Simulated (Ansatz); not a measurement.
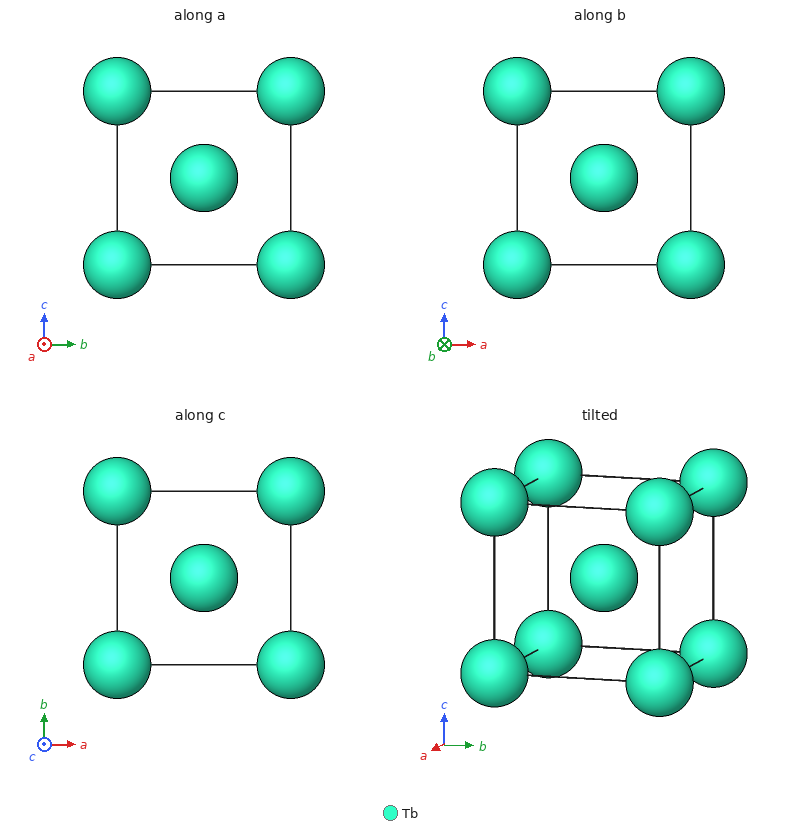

We look at a spheres-only model of the crystal along the a axis, along the b axis, along the c axis and slightly off an axis. Atoms at the boundary of the conventional unit cell (the box) are drawn once for each face, edge or corner they touch.

Lattice parameters: a = 4.024 Å, b = 4.024 Å, c = 4.024 Å, α = 90.00°, β = 90.00°, γ = 90.00°. Put a along x and b in the xy plane.

**Give the structure in the form of a POSCAR file.**

```
Tb
1.0
     4.024    0.000    0.000
     0.000    4.024    0.000
     0.000    0.000    4.024
Tb
2
Direct
  0.0000 0.0000 0.0000
  0.5000 0.5000 0.5000
```

The initial geometry was a structure type filled with this element by a generator (whether the element takes this form wasn't checked). Earlier steps of the study may have refined or changed the cell and positions. An electronic-structure calculation with Ansatz was run on it.
